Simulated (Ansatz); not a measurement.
Single-point calculation of C24Cl (part 3 of 3)

Continued. System: C24Cl (slab, 25 atoms in the cell). Method: DFT PBE+D3(BJ), scalar-relativistic, plane waves, PAW, PAW set soft_1 (Ansatz 0.2.0); cutoff 420 eV, 6×4×1 k-mesh, Gaussian smearing of 0.05 eV, collinear spins. The structure derives from an entry of the Crystallography Open Database. The run did not end well.

Log, continued
```
SCF iter  33: F=—  HF=-7085.209782 eV  |F-HF|=—  |Δ(HF+E_count)|=   3.00e-1  Δρ=9.53e-3 (↑7.89e-3 ↓9.53e-3)  dr2=1.61e1  dr2_m=5.40e-2  M=3.797 μB ∫|m|=7.453 μB  β_m=0.00  ethr=3.10e-3  p=0.562 e·Å  D=1.35e-1 V/Å  ΔV_dip=-3.00 eV  dr2_dipole=6.97e0  V_vac-E_F(+/−)=3.01/6.02 eV  ⟨swp⟩=1.0  Hψ=1722  notcnv=0  defer=459
SCF iter  34: F=—  HF=-7083.276184 eV  |F-HF|=—  |Δ(HF+E_count)|=    1.93e0  Δρ=8.10e-3 (↑6.61e-3 ↓8.10e-3)  dr2=1.13e1  dr2_m=4.87e-2  M=4.056 μB ∫|m|=7.771 μB  β_m=0.00  ethr=3.10e-3  p=0.316 e·Å  D=7.60e-2 V/Å  ΔV_dip=-1.69 eV  dr2_dipole=4.84e0  V_vac-E_F(+/−)=4.28/5.97 eV  ⟨swp⟩=2.3  Hψ=3038  notcnv=0  defer=471
SCF iter  35: F=—  HF=-7080.464567 eV  |F-HF|=—  |Δ(HF+E_count)|=    2.81e0  Δρ=6.75e-3 (↑4.98e-3 ↓6.75e-3)  dr2=4.25e0  dr2_m=6.31e-2  M=4.518 μB ∫|m|=8.259 μB  β_m=0.05  ethr=3.10e-3  p=-0.204 e·Å  D=-4.91e-2 V/Å  ΔV_dip=1.09 eV  dr2_dipole=1.91e0  V_vac-E_F(+/−)=6.96/5.87 eV  ⟨swp⟩=3.0  Hψ=3863  notcnv=0  defer=470
SCF iter  36: F=—  HF=-7091.139002 eV  |F-HF|=—  |Δ(HF+E_count)|=    1.07e1  Δρ=3.81e-2 (↑3.42e-2 ↓3.81e-2)  dr2=2.72e2  dr2_m=7.60e-1  M=2.993 μB ∫|m|=5.808 μB  β_m=0.04  ethr=3.10e-3  p=-0.859 e·Å  D=-2.07e-1 V/Å  ΔV_dip=4.59 eV  dr2_dipole=1.09e2  V_vac-E_F(+/−)=9.39/4.80 eV  ⟨swp⟩=2.9  Hψ=3274  notcnv=0  defer=500  recentre
SCF iter  37: F=—  HF=-7085.141175 eV  |F-HF|=—  |Δ(HF+E_count)|=    6.00e0  Δρ=9.35e-3 (↑7.85e-3 ↓9.35e-3)  dr2=1.56e1  dr2_m=5.68e-2  M=3.883 μB ∫|m|=7.498 μB  β_m=0.05  ethr=3.10e-3  p=0.554 e·Å  D=1.33e-1 V/Å  ΔV_dip=-2.96 eV  dr2_dipole=6.57e0  V_vac-E_F(+/−)=3.05/6.01 eV  ⟨swp⟩=4.2  Hψ=4870  notcnv=0  defer=506
SCF iter  38: F=—  HF=-7084.186599 eV  |F-HF|=—  |Δ(HF+E_count)|=   9.55e-1  Δρ=8.95e-3 (↑7.42e-3 ↓8.95e-3)  dr2=1.34e1  dr2_m=5.75e-2  M=4.060 μB ∫|m|=7.678 μB  β_m=0.06  ethr=3.10e-3  p=0.418 e·Å  D=1.00e-1 V/Å  ΔV_dip=-2.23 eV  dr2_dipole=5.52e0  V_vac-E_F(+/−)=3.71/5.94 eV  ⟨swp⟩=1.7  Hψ=2541  notcnv=0  defer=480
SCF iter  39: F=—  HF=-7082.438905 eV  |F-HF|=—  |Δ(HF+E_count)|=    1.75e0  Δρ=7.91e-3 (↑6.07e-3 ↓7.91e-3)  dr2=9.77e0  dr2_m=5.27e-2  M=4.346 μB ∫|m|=8.009 μB  β_m=0.06  ethr=3.10e-3  p=0.155 e·Å  D=3.74e-2 V/Å  ΔV_dip=-0.83 eV  dr2_dipole=4.18e0  V_vac-E_F(+/−)=5.00/5.83 eV  ⟨swp⟩=2.0  Hψ=2596  notcnv=0  defer=478
SCF iter  40: F=—  HF=-7081.538312 eV  |F-HF|=—  |Δ(HF+E_count)|=   9.01e-1  Δρ=7.38e-3 (↑5.26e-3 ↓7.38e-3)  dr2=7.78e0  dr2_m=5.32e-2  M=4.450 μB ∫|m|=8.143 μB  β_m=0.04  ethr=3.10e-3  p=-0.014 e·Å  D=-3.31e-3 V/Å  ΔV_dip=0.07 eV  dr2_dipole=3.34e0  V_vac-E_F(+/−)=5.84/5.76 eV  ⟨swp⟩=1.2  Hψ=2505  notcnv=0  defer=467
SCF iter  41: F=—  HF=-7082.440297 eV  |F-HF|=—  |Δ(HF+E_count)|=   9.02e-1  Δρ=7.92e-3 (↑6.04e-3 ↓7.92e-3)  dr2=9.71e0  dr2_m=5.40e-2  M=4.322 μB ∫|m|=7.985 μB  β_m=0.01  ethr=3.10e-3  p=0.154 e·Å  D=3.70e-2 V/Å  ΔV_dip=-0.82 eV  dr2_dipole=4.14e0  V_vac-E_F(+/−)=5.01/5.83 eV  ⟨swp⟩=1.0  Hψ=2461  notcnv=0  defer=465
SCF iter  42: F=—  HF=-7081.915976 eV  |F-HF|=—  |Δ(HF+E_count)|=   5.24e-1  Δρ=7.42e-3 (↑5.65e-3 ↓7.42e-3)  dr2=8.41e0  dr2_m=4.86e-2  M=4.457 μB ∫|m|=8.157 μB  β_m=0.03  ethr=3.10e-3  p=0.048 e·Å  D=1.16e-2 V/Å  ΔV_dip=-0.26 eV  dr2_dipole=3.51e0  V_vac-E_F(+/−)=5.50/5.76 eV  ⟨swp⟩=1.0  Hψ=2492  notcnv=0  defer=465
SCF iter  43: F=—  HF=-7081.803071 eV  |F-HF|=—  |Δ(HF+E_count)|=   1.13e-1  Δρ=7.26e-3 (↑5.59e-3 ↓7.26e-3)  dr2=8.16e0  dr2_m=4.65e-2  M=4.499 μB ∫|m|=8.200 μB  β_m=0.00  ethr=3.10e-3  p=0.027 e·Å  D=6.46e-3 V/Å  ΔV_dip=-0.14 eV  dr2_dipole=3.42e0  V_vac-E_F(+/−)=5.61/5.75 eV  ⟨swp⟩=1.0  Hψ=1817  notcnv=0  defer=466
SCF iter  44: F=—  HF=-7081.259997 eV  |F-HF|=—  |Δ(HF+E_count)|=   5.43e-1  Δρ=6.61e-3 (↑5.43e-3 ↓6.61e-3)  dr2=6.73e0  dr2_m=4.66e-2  M=4.615 μB ∫|m|=8.309 μB  β_m=0.01  ethr=3.10e-3  p=-0.105 e·Å  D=-2.54e-2 V/Å  ΔV_dip=0.56 eV  dr2_dipole=2.60e0  V_vac-E_F(+/−)=6.26/5.70 eV  ⟨swp⟩=1.0  Hψ=2040  notcnv=0  defer=466
SCF iter  45: F=—  HF=-7080.190347 eV  |F-HF|=—  |Δ(HF+E_count)|=    1.07e0  Δρ=1.73e-2 (↑7.14e-3 ↓1.73e-2)  dr2=1.85e1  dr2_m=3.31e-1  M=4.145 μB ∫|m|=7.846 μB  β_m=0.00  ethr=3.10e-3  p=-0.562 e·Å  D=-1.35e-1 V/Å  ΔV_dip=3.00 eV  dr2_dipole=7.50e0  V_vac-E_F(+/−)=8.21/5.21 eV  ⟨swp⟩=2.7  Hψ=2547  notcnv=0  defer=469  recentre
SCF iter  46: F=—  HF=-7080.683912 eV  |F-HF|=—  |Δ(HF+E_count)|=   4.94e-1  Δρ=5.82e-3 (↑4.43e-3 ↓5.82e-3)  dr2=5.33e0  dr2_m=3.42e-2  M=4.634 μB ∫|m|=8.392 μB  ethr=9.71e-7  p=-0.203 e·Å  D=-4.88e-2 V/Å  ΔV_dip=1.09 eV  dr2_dipole=2.32e0  V_vac-E_F(+/−)=6.78/5.69 eV  ⟨swp⟩=28.0  Hψ=25986  notcnv=0
```

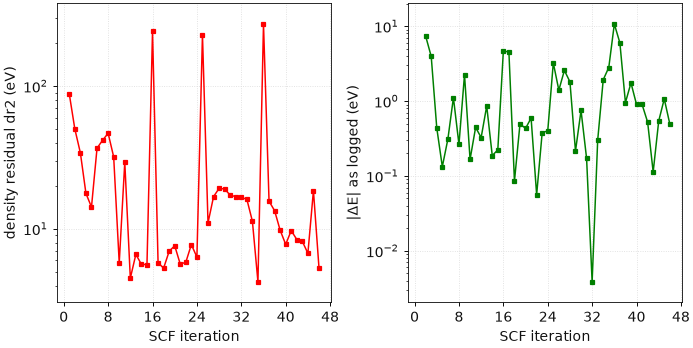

*Convergence of the self-consistent field: density residual dr2 and size of the energy change against the SCF iteration.*

The run ended after 46 iterations.

```
Mixer restart at iter 46: flushing history
iteration 46: the SCF's residuals had fallen too slowly under its mixing. It goes on by minimising its free energy, and can end on another state than longer mixing would; under `scf.algorithm: density_mixing` no SCF does so, but by `scf.convergence.dm_fallback`
```

Outcome

```tsv
quantity	value
outcome	stopped at the time limit
hardware	4 threads of Arm Neoverse V2, 24 GiB of memory available, shared host
wall time	2.9 min (CPU time 11 min)
peak memory	2.7 GiB
```

The run was cut off by its time limit, so the output is incomplete.
